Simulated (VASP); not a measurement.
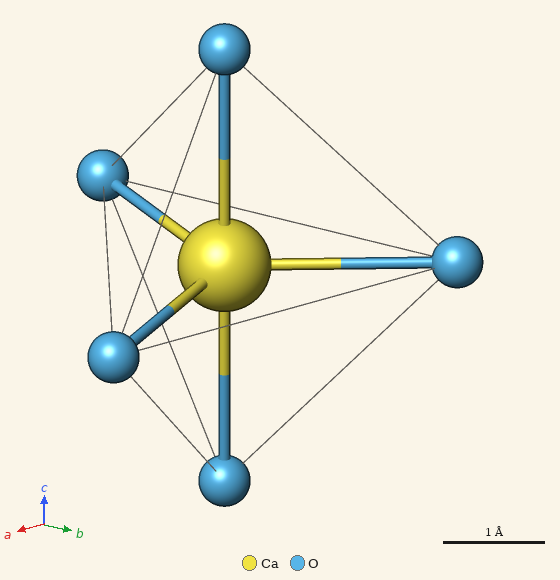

Coordination of Ca in CaO (P6_3/mmc). Continuous shape measures are computed against ideal polyhedra (0 is ideal; above about 3 the distortion is strong). Origin: a cell listed in the Materials Project, as set up for an electronic-structure calculation.

Question: Name the coordination polyhedron and say how regular it is.

Answer: CaO5: an essentially ideal trigonal bipyramid (coordination number 5, S = 0.03; next best square pyramid, S = 5.4).

Question: How long are the bonds?

Answer: 3 × Ca–O 2.30 Å and 2 × Ca–O 2.39 Å. The next neighbour, not counted, lies at 3.32 Å.
